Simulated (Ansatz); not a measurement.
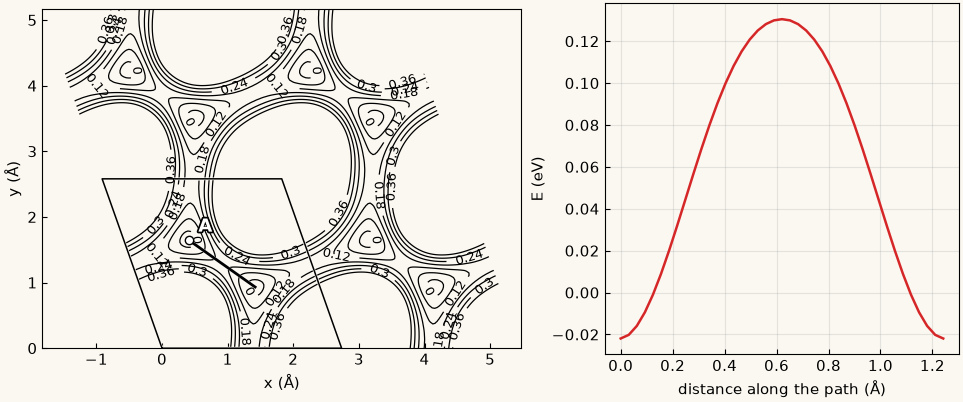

H on a Mo(110) slab cut from the Im-3m phase, its upper half relaxed before the scan (12 atoms of substrate and one adsorbate in a 2 × 2 cell). H is moved over the surface cell; relaxed at each place: the height of the adsorbate's atoms; substrate rigid; the origin of the map has the adsorbate above Mo9. Places are given modulo a cell vector. The map is drawn in real space over the plane of the surface. The grid has 6 × 6 points; 13 points were computed and 23 follow by symmetry. Places are given in fractions of the 1 × 1 surface cell. All energies are given in eV relative to the lowest grid point. All numbers below come from DFT PBE, scalar-relativistic, plane waves, PAW in Ansatz 0.2.0. Settings: cutoff 420 eV, k-mesh 5×5×1, gaussian smearing 0.1 eV, no spin polarisation.

The picture shows contour lines labelled in eV (none above 0.36), a line along the lowest path, the outline of one cell of the 2 × 2 shown, the energy along the path at the right, the start A. Between grid points the surface is interpolated.

Question: Describe the path and its barrier.

Answer: The easiest path leads from the well at (2/6, 4/6) of the cell vectors [nearest 1 Mo at 1.86 Å] to a well of about the same depth at (4/6, 2/6) of the cell vectors [nearest 1 Mo at 1.86 Å]. Its highest point lies about 0.15 eV above the bottom of the first well on the interpolated surface, at a bridge site between two Mo atoms, over a second-layer Mo atom, (3/6, 3/6) of the cell vectors. This is the barrier on the constrained surface; relaxing the other coordinates would change it.

PAW datasets: the set soft_1.
